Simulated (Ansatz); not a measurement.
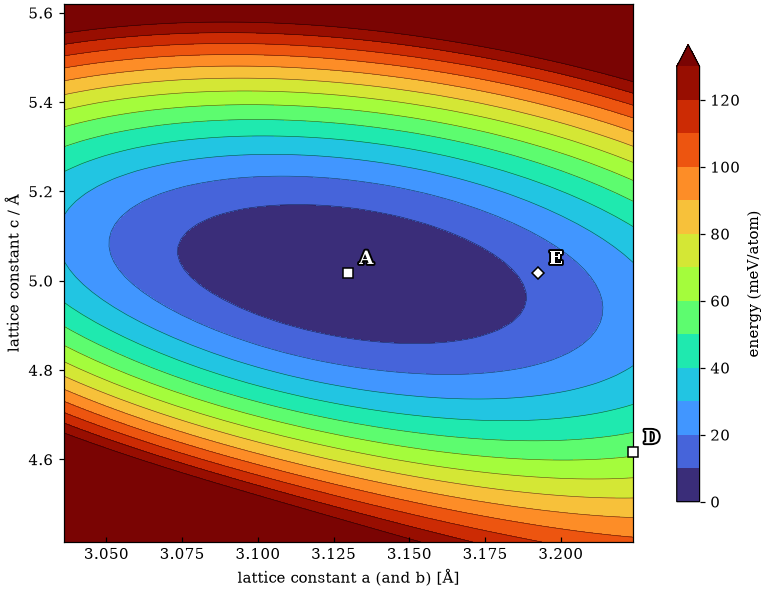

AlN (P6_3mc, No. 186; 4 atoms in the cell). 
- The energy is mapped over the lattice constants a and c of the conventional cell.
- The first coordinate is: lattice constant a (and b); the second: lattice constant c.
- Relaxed at each point: the atoms inside the fixed cell.
- Grid: 7 × 7 points.
- Points are written as (first, second).
- Energies: meV/atom, counted from the lowest grid point.
- Level of theory: DFT PBE, scalar-relativistic, plane waves, PAW (Ansatz). Settings: cutoff 520 eV, k-mesh 9×9×6 in the order of the run's cell vectors, gaussian smearing 0.05 eV, no spin polarisation.

Drawn: filled contours, one colour for all values above the top of the scale, lettered points. Between grid points the surface is interpolated.

### Rank the lettered points by energy, lowest first.

A (0 meV/atom), E (13 meV/atom), D (58 meV/atom).

PAW datasets: the set soft_1.
